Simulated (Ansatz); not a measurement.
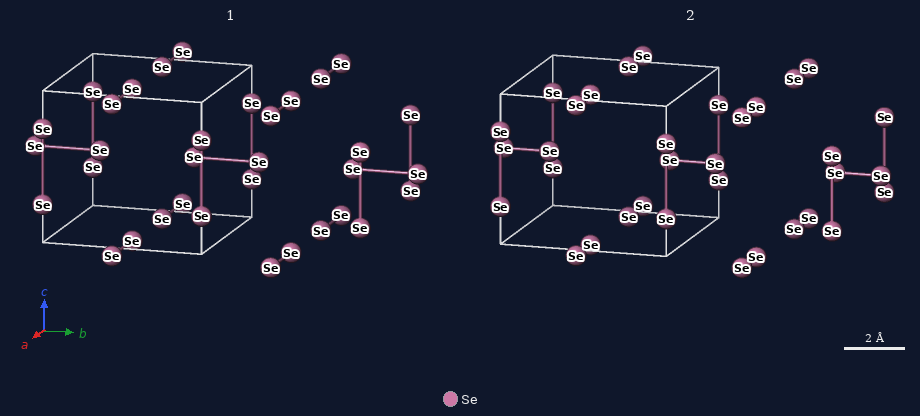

Two geometries of crystalline Se (built on the random type) (coarse preliminary run), drawn at one scale. One is the start of a relaxation, the other its converged end. A ball-and-stick model of the cell of the calculation, repeated 1 × 2 × 1 with one cell outlined, seen slightly off an axis.

Level of theory: DFT PBE, scalar-relativistic, plane waves, PAW in Ansatz. Set-up: plane-wave cutoff 420 eV; k-point mesh 4 × 4 × 4; occupations gaussian; smearing width 0.1 eV; no spin polarisation; cell and atoms relaxed; force threshold 0.04 eV/Å; at most 70 steps.

Question: Which one is relaxed?

Answer: Structure 1 is the relaxed one. Case: random cell with space group P4_2/mmc (No. 131). The largest moves relative to the cell, 0.37 Å, are those of Se atoms. Cell: a = b 5.821 → 5.576 Å (−4.2 %), c 5.170 → 5.224 Å (+1.0 %). Volume −7.3 %. Some distances before and after: Se–Se 4.214 → 3.305 Å, Se–Se 1.606 → 2.272 Å, Se–Se 2.585 → 2.612 Å. The space group stays P4_2/mmc (No. 131). After 7 accepted moves (8 points after the start) the energy has fallen by 2880 meV per atom. The largest force component goes from 43 to 0.013 eV/Å. The pressure goes from 44.50 to 0.09 GPa. At 1 point the geometry stayed and the basis and grid were re-selected for the new cell (energy shift of 0.1 meV per atom at most each time). The run took about 110 core-seconds on a shared host.
